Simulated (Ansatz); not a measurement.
**Geometry relaxation of TiAl (part 2 of 2)**

TiAl (2 atoms in the cell); DFT PBE, scalar-relativistic, plane waves, PAW, no spin polarisation (Ansatz 0.2.0); cutoff 420 eV, 6×6×6 k-mesh, Gaussian smearing of 0.1 eV. The structure derives from an entry of the Crystallography Open Database.

Geometry of the input (Å; fractional positions):
```
3.0180  0.0000  0.0000
0.0000  3.0180  0.0000
0.0000  0.0000  3.0180
Ti 0.5000  0.5000  0.5000
Al 0.0000  0.0000  0.0000
```

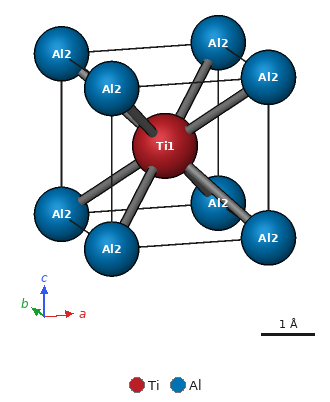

Fig. 1: The geometry at step 2 of the log (ball-and-stick view of the cell of the calculation, seen slightly off an axis; atoms are numbered from 1 in the order of the input).

### What the program printed, continued
```
SCF iter   1: F=—  HF=-3037.703999 eV  |F-HF|=—  |Δ(HF+E_count)|=         —  Δρ=4.11e-4  dr2=2.21e-6  ethr=1.74e-8  ⟨swp⟩=2.9  Hψ=1867  notcnv=0
preconditioner: auto → none  [insulator: Δε(μ)=0.124 eV  Ē_g=5.361 eV  σ=0.100 eV  W_gap=0.62  n_scr=6 (ndim 8)  ℏωp=17.3 eV  f_vac=0.000  D(μ)=2.41/eV (n_scr^D=26)  ε∞_Penn≈11.5]
SCF iter   2: F=—  HF=-3037.704060 eV  |F-HF|=—  |Δ(HF+E_count)|=   6.07e-5  Δρ=2.06e-4  dr2=5.90e-7  ethr=1.47e-8  ⟨swp⟩=2.2  Hψ=391  notcnv=0
SCF iter   3: F=—  HF=-3037.704085 eV  |F-HF|=—  |Δ(HF+E_count)|=   2.44e-5  Δρ=1.09e-5  dr2=2.82e-8  ethr=3.93e-9  ⟨swp⟩=3.0  Hψ=401  notcnv=0
iter 4 did not close the SCF: its close was put off for the readings that it lacked (scf_convergence_deferred on its scf_iter line)
SCF iter   4: F=-3037.704085 eV  HF=-3037.704085 eV  |F-HF|=4.07e-9  |Δ(HF+E_count)|=   3.13e-8  Δρ=3.00e-6  dr2=5.69e-10  ethr=1.88e-10  ⟨swp⟩=2.4  Hψ=328  notcnv=0
iter 5 did not close the SCF: its close was put off for the readings that it lacked (scf_convergence_deferred on its scf_iter line)
SCF iter   5: F=-3037.704085 eV  HF=-3037.704085 eV  |F-HF|=2.00e-11  |Δ(HF+E_count)|=   4.19e-9  Δρ=2.58e-7  dr2=5.43e-12  ethr=3.79e-12  ⟨swp⟩=2.6  Hψ=368  notcnv=0
SCF iter   6: F=-3037.704085 eV  HF=-3037.704085 eV  |F-HF|=0.00e0  |Δ(HF+E_count)|=  1.96e-11  Δρ=2.68e-8  dr2=3.39e-13  ethr=1.00e-12  ⟨swp⟩=1.0  Hψ=560  notcnv=0
SCF 4 converged in 6 iterations: F = -3037.704085 eV  dr2 = 3.39e-13
relax step   4: F+E_penalty+E_count = -3037.70408465 eV  Δ(F+E_penalty+E_count) = -3.039e-3 eV  max|allowed force component| = 1.402e-29 eV/Å  Δτ_max = 0.0000 Å  P = +0.562 GPa  Ω = 32.136 Å³  stress off target by 5.62e-1 GPa  SCF on the basis re-selected at this cell (its energy is not comparable with the rows above)  (6 SCF iters)
basis re-selected at this cell: Δ(F+E_penalty+E_count) = -3.039e-3 eV, ΔP = +0.185 GPa vs the last step (what re-selecting the basis moved, of the pressure what is left beyond the Pulay correction that the steps carried, after the strain that the cell walked since its last selection, with what the two solves' SCF thresholds leave and, on support functions, any second-order correction that the steps lacked; it is no measure of the basis error at this ecutwfc). This SCF's stress stands 5.62e-1 GPa from its target on what of the cell is left free (relax.cell.stress_tol is 5.00e-1 GPa) and its largest allowed force component is 1.40e-29 eV/Å (relax.f_tol is 5.00e-2 eV/Å): not within both, so this SCF does not close the relaxation
Crystal: 2 atoms, lattice volume = 32.288 Å³
iter 1 solved again at ethr=5.72e-8 eV; its pass at ethr=3.10e-3 eV (dr2=8.58e-6 eV) is discarded
SCF iter   1: F=—  HF=-3037.704355 eV  |F-HF|=—  |Δ(HF+E_count)|=         —  Δρ=1.93e-4  dr2=1.25e-5  ethr=5.72e-8  ⟨swp⟩=2.0  Hψ=1523  notcnv=0
preconditioner: auto → none  [insulator: Δε(μ)=0.123 eV  Ē_g=5.338 eV  σ=0.100 eV  W_gap=0.61  n_scr=6 (ndim 8)  ℏωp=17.3 eV  f_vac=0.000  D(μ)=2.43/eV (n_scr^D=26)  ε∞_Penn≈11.5]
SCF iter   2: F=—  HF=-3037.704328 eV  |F-HF|=—  |Δ(HF+E_count)|=   2.78e-5  Δρ=7.43e-5  dr2=1.41e-6  ethr=5.72e-8  ⟨swp⟩=2.1  Hψ=291  notcnv=0
iter 3 did not close the SCF: its close was put off for the readings that it lacked (scf_convergence_deferred on its scf_iter line)
SCF iter   3: F=-3037.704327 eV  HF=-3037.704327 eV  |F-HF|=1.62e-8  |Δ(HF+E_count)|=   6.85e-7  Δρ=1.23e-5  dr2=3.37e-8  ethr=9.43e-9  ⟨swp⟩=2.0  Hψ=285  notcnv=0
iter 4 did not close the SCF: its close was put off for the readings that it lacked (scf_convergence_deferred on its scf_iter line)
SCF iter   4: F=-3037.704327 eV  HF=-3037.704327 eV  |F-HF|=1.06e-10  |Δ(HF+E_count)|=   5.97e-9  Δρ=1.58e-6  dr2=3.97e-10  ethr=2.25e-10  ⟨swp⟩=2.5  Hψ=332  notcnv=0
iter 5 did not close the SCF: its close was put off for the readings that it lacked (scf_convergence_deferred on its scf_iter line)
SCF iter   5: F=-3037.704327 eV  HF=-3037.704327 eV  |F-HF|=3.64e-12  |Δ(HF+E_count)|=  1.36e-10  Δρ=1.64e-7  dr2=3.86e-12  ethr=2.65e-12  ⟨swp⟩=2.5  Hψ=336  notcnv=0
SCF iter   6: F=-3037.704327 eV  HF=-3037.704327 eV  |F-HF|=4.55e-13  |Δ(HF+E_count)|=  2.27e-12  Δρ=2.07e-8  dr2=3.95e-14  ethr=1.00e-12  ⟨swp⟩=1.0  Hψ=560  notcnv=0
SCF 5 converged in 6 iterations: F = -3037.704327 eV  dr2 = 3.95e-14
relax step   5: F+E_penalty+E_count = -3037.70432684 eV  Δ(F+E_penalty+E_count) = -2.422e-4 eV  max|allowed force component| = 1.292e-29 eV/Å  Δτ_max = 0.0000 Å  P = +0.028 GPa  Ω = 32.288 Å³  energy of the carried Pulay correction = -3.618e-5 eV  (6 SCF iters, dr2 threshold 2.00e-7 eV, accepted)
iter 1 solved again at ethr=1.13e-9 eV; its pass at ethr=3.10e-3 eV (dr2=1.69e-7 eV) is discarded
SCF iter   1: F=—  HF=-3037.704387 eV  |F-HF|=—  |Δ(HF+E_count)|=         —  Δρ=1.28e-4  dr2=1.13e-7  ethr=1.13e-9  ⟨swp⟩=3.0  Hψ=1973  notcnv=0
preconditioner: auto → none  [insulator: Δε(μ)=0.123 eV  Ē_g=5.339 eV  σ=0.100 eV  W_gap=0.61  n_scr=6 (ndim 8)  ℏωp=17.3 eV  f_vac=0.000  D(μ)=2.42/eV (n_scr^D=26)  ε∞_Penn≈11.5]
SCF iter   2: F=—  HF=-3037.704371 eV  |F-HF|=—  |Δ(HF+E_count)|=   1.56e-5  Δρ=6.37e-5  dr2=2.83e-8  ethr=7.55e-10  ⟨swp⟩=2.0  Hψ=298  notcnv=0
iter 3 did not close the SCF: its close was put off for the readings that it lacked (scf_convergence_deferred on its scf_iter line)
SCF iter   3: F=-3037.704374 eV  HF=-3037.704374 eV  |F-HF|=9.21e-9  |Δ(HF+E_count)|=   2.61e-6  Δρ=4.21e-6  dr2=1.09e-9  ethr=1.89e-10  ⟨swp⟩=1.4  Hψ=268  notcnv=0
iter 4 did not close the SCF: its close was put off for the readings that it lacked (scf_convergence_deferred on its scf_iter line)
SCF iter   4: F=-3037.704374 eV  HF=-3037.704374 eV  |F-HF|=2.32e-11  |Δ(HF+E_count)|=   9.88e-9  Δρ=2.96e-7  dr2=3.91e-11  ethr=7.25e-12  ⟨swp⟩=2.1  Hψ=288  notcnv=0
iter 5 did not close the SCF: its close was put off for the readings that it lacked (scf_convergence_deferred on its scf_iter line)
SCF iter   5: F=-3037.704374 eV  HF=-3037.704374 eV  |F-HF|=1.36e-12  |Δ(HF+E_count)|=  5.46e-12  Δρ=1.13e-7  dr2=4.27e-12  ethr=1.00e-12  ⟨swp⟩=1.0  Hψ=240  notcnv=0
iter 6 did not close the SCF: its close was put off for the readings that it lacked (scf_convergence_deferred on its scf_iter line)
SCF iter   6: F=-3037.704374 eV  HF=-3037.704374 eV  |F-HF|=9.09e-13  |Δ(HF+E_count)|=  9.09e-13  Δρ=2.40e-8  dr2=3.07e-13  ethr=1.00e-12  ⟨swp⟩=1.0  Hψ=240  notcnv=0
SCF iter   7: F=-3037.704374 eV  HF=-3037.704374 eV  |F-HF|=9.09e-13  |Δ(HF+E_count)|=  9.09e-13  Δρ=7.78e-9  dr2=3.30e-14  ethr=1.00e-12  ⟨swp⟩=1.0  Hψ=560  notcnv=0
SCF 6 converged in 7 iterations: F = -3037.704374 eV  dr2 = 3.30e-14
relax step   6: F+E_penalty+E_count = -3037.70437359 eV  Δ(F+E_penalty+E_count) = -4.675e-5 eV  max|allowed force component| = 1.647e-29 eV/Å  Δτ_max = 0.0000 Å  P = +0.027 GPa  Ω = 32.288 Å³  stress off target by 2.72e-2 GPa  SCF on the basis re-selected at this cell (its energy is not comparable with the rows above)  (7 SCF iters)
basis re-selected at this cell: Δ(F+E_penalty+E_count) = -4.675e-5 eV, ΔP = -0.001 GPa vs the last step (what re-selecting the basis moved, of the pressure what is left beyond the Pulay correction that the steps carried, after the strain that the cell walked since its last selection, with what the two solves' SCF thresholds leave and, on support functions, any second-order correction that the steps lacked; it is no measure of the basis error at this ecutwfc). This SCF's stress stands 2.72e-2 GPa from its target on what of the cell is left free (relax.cell.stress_tol is 5.00e-1 GPa) and its largest allowed force component is 1.65e-29 eV/Å (relax.f_tol is 5.00e-2 eV/Å): within both
SCF converged after 7 iterations
Free energy (F): -3037.704374 eV
Harris-Foulkes:  -3037.704374 eV  (|F-HF|=9.09e-13)
Internal energy: -3037.692249 eV  (E = F + TS)
E sigma→0 (E₀):  -3037.698311 eV
Entropy (-TS):   -0.012125 eV (-6.062 meV/atom)
Fermi energy:    11.413409 eV
--- Per-component energies (eV) ---
  E_band       = -163.275724
  E_kinetic    = 296.404290
  E_local      = -1023.930157  (includes V_loc(G=0)·N_el)
  E_nonlocal   = 19.275592
  E_hartree    = 435.941775
  E_xc         = -137.711891
  E_vxc        = -151.569935  (∫ρ·V_xc dr)
  E_paw        = -1515.583747  (= ΣΔE_a)
  E_vpaw       = -175.339191  (= ΣTr[D̂ρ^β])
  E_aug_tail   = 0.000122  (compensation charges beyond the density's cutoff)
  E_ewald      = -1112.088232
  E_smearing   = -0.012125  (= −TS)
  E_closure    = -0.000000  (closes the sum)
  Σ components = -3037.704374   (vs F -3037.704374, Δ=0.00e0)
--- Forces (eV/Å), atoms counted from 1 ---
  atom   1  Ti     0.00000000    -0.00000000     0.00000000
  atom   2  Al     0.00000000    -0.00000000     0.00000000
  max |Σ_I F_I| component: 3.44e-29 eV/Å
--- Stress (GPa, compression-positive) ---
        0.027153      -0.000000      -0.000000
       -0.000000       0.027153      -0.000000
       -0.000000      -0.000000       0.027153
  P = ⅓ Tr σ = 0.0272 GPa (0.272 kbar)
--- Band table (eV; the first three rows and the last of 20) ---
  k-point 0: bands = ["-45.4776", "-21.6882", "-21.6882", "-21.6882", "2.1348", "9.9631", "9.9631", "13.1969", "13.1969", "13.1969", "15.7744", "15.7744"]
  k-point 1: bands = ["-45.4740", "-21.7306", "-21.6845", "-21.6845", "2.5720", "9.6423", "10.1538", "12.6012", "12.6012", "13.2464", "14.5541", "16.6975"]
  k-point 2: bands = ["-45.4667", "-21.8147", "-21.6771", "-21.6771", "3.8164", "8.0653", "10.5917", "11.8407", "11.8407", "13.3482", "14.1110", "18.4543"]
  k-point 19: bands = ["-45.4353", "-21.8121", "-21.8121", "-21.8121", "8.3142", "8.3142", "8.3142", "11.9815", "14.1778", "14.1778", "14.2809", "14.2809"]
--- Relaxed structure (4 steps of the walk, 4 accepted, 2 SCFs on fresh bases) ---
  F+E_penalty+E_count = -3037.70437359 eV   max|allowed force component| = 1.647e-29 eV/Å   (the final SCF, on the basis selected at the relaxed cell)
  cell:  # Å, volume = 32.2875 Å³
    - [3.1842827063792467, 4.975319023000359e-33, 6.419766481290786e-35]
    - [5.039516687813268e-33, 3.1842827063792467, -7.703719777548943e-34]
    - [9.62964972193618e-35, 0.0, 3.1842827063792467]
  atoms:
    - { symbol: Ti, position: [0.5000000000000001, 0.5000000000000001, 0.5000000000000001] }
    - { symbol: Al, position: [6.8069094566375005e-34, 6.8069094566369395e-34, 6.806909456637011e-34] }
```

### Trajectory as extended XYZ (Å, eV, eV/Å), 6 frames, from step=1 to step=6
```
2
Lattice="3.0180 0.0000 0.0000 0.0000 3.0180 0.0000 0.0000 0.0000 3.0180" Properties=species:S:1:pos:R:3:forces:R:3 step=1 energy=-3037.37691 pressure_GPa=24.92
Ti    1.5090    1.5090    1.5090    0.0000   0.0000   0.0000
Al    0.0000    0.0000    0.0000    0.0000   0.0000   0.0000
2
Lattice="3.1651 0.0000 0.0000 0.0000 3.1651 0.0000 0.0000 0.0000 3.1651" Properties=species:S:1:pos:R:3:forces:R:3 step=2 energy=-3037.69802 pressure_GPa=1.99
Ti    1.5826    1.5826    1.5826    0.0000   0.0000   0.0000
Al    0.0000    0.0000    0.0000    0.0000   0.0000   0.0000
2
Lattice="3.1793 0.0000 0.0000 0.0000 3.1793 0.0000 0.0000 0.0000 3.1793" Properties=species:S:1:pos:R:3:forces:R:3 step=3 energy=-3037.70105 pressure_GPa=0.38
Ti    1.5896    1.5896    1.5896    0.0000   0.0000   0.0000
Al    0.0000    0.0000    0.0000    0.0000   0.0000   0.0000
2
Lattice="3.1793 0.0000 0.0000 0.0000 3.1793 0.0000 0.0000 0.0000 3.1793" Properties=species:S:1:pos:R:3:forces:R:3 step=4 energy=-3037.70408 pressure_GPa=0.56
Ti    1.5896    1.5896    1.5896    0.0000   0.0000   0.0000
Al    0.0000    0.0000    0.0000    0.0000   0.0000   0.0000
2
Lattice="3.1843 0.0000 0.0000 0.0000 3.1843 0.0000 0.0000 0.0000 3.1843" Properties=species:S:1:pos:R:3:forces:R:3 step=5 energy=-3037.70433 pressure_GPa=0.03
Ti    1.5921    1.5921    1.5921    0.0000   0.0000   0.0000
Al    0.0000    0.0000    0.0000    0.0000   0.0000   0.0000
2
Lattice="3.1843 0.0000 0.0000 0.0000 3.1843 0.0000 0.0000 0.0000 3.1843" Properties=species:S:1:pos:R:3:forces:R:3 step=6 energy=-3037.70437 pressure_GPa=0.03
Ti    1.5921    1.5921    1.5921    0.0000   0.0000   0.0000
Al    0.0000    0.0000    0.0000    0.0000   0.0000   0.0000
```

### Key numbers

- outcome: converged
- space group (tolerance 0.01 Å): Pm-3m (221)
- electrons treated: 15
- free energy: −3037.7044 eV
- Fermi energy: 11.413 eV
- gap on the k-point mesh: none (metallic)
- pressure: 0.03 GPa
- final volume: 32.29 Å³
- largest force (length of the vector) at the end: under 0.001 eV/Å
- final cell: a = 3.184 Å, b = 3.184 Å, c = 3.184 Å, α = 90.00°, β = 90.00°, γ = 90.00°
- hardware: 4 threads of Intel Xeon @ 2.50GHz (Skylake/Cascade Lake), 189 GiB of memory available, shared host
- wall time: 13 s (CPU time 13 s)
- peak memory: 0.33 GiB
